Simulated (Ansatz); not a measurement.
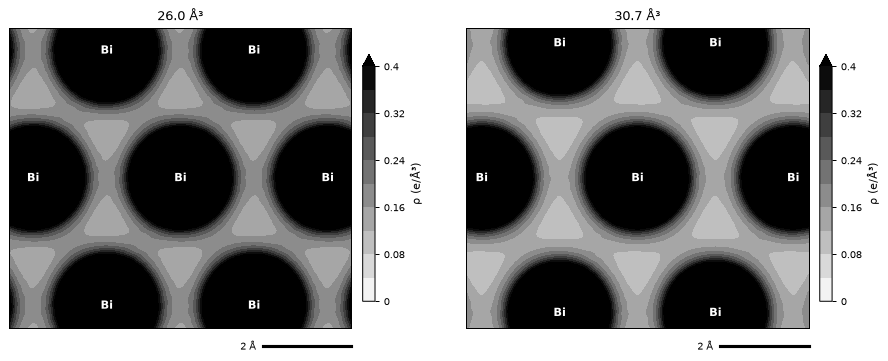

Bi. The valence charge density (pseudo) of cells scaled evenly to different volumes (given per atom above each panel), on the (001) plane of each (indices in the axes of the cell below), at one length scale and on one colour scale.

A generated structure, not necessarily the stable one; computed without spin polarisation.

Computed with Ansatz 0.2.0, DFT, LDA (PW92), plane waves (420 eV) with PAW, scalar-relativistic.

Core electrons are frozen (PAW), and the valence fields are smoothed inside the atomic spheres.

The largest cell:

```xyz
1
Lattice="0.0000 2.4857 2.4857 2.4857 0.0000 2.4857 2.4857 2.4857 0.0000" Properties=species:S:1:pos:R:3 pbc="T T T"
Bi    0.0000    0.0000    0.0000
```

| volume (Å³/atom) | Bi–Bi contact in the plane (Å) | ρ at its midpoint (e/Å³) | pressure (GPa) | 
| --- | --- | --- | --- |
| 25.99 | 3.325 | 0.180 | 10.7 | 
| 28.35 | 3.423 | ? | ? | 
| 30.72 | 3.515 | 0.127 | −2.2 | 

Question: Estimate the missing row, and compare with the calculation.

Answer: Over the known rows ln ρ falls by 1.84 per Å of Bi–Bi distance (the line through the two), which gives 0.150 e/Å³ at 3.423 Å; the calculation gives 0.147 e/Å³. For the pressure, a straight line in volume between the neighbouring rows gives 4.3 GPa; the calculation gives 2.8, lower because pressure rises ever faster on compression.
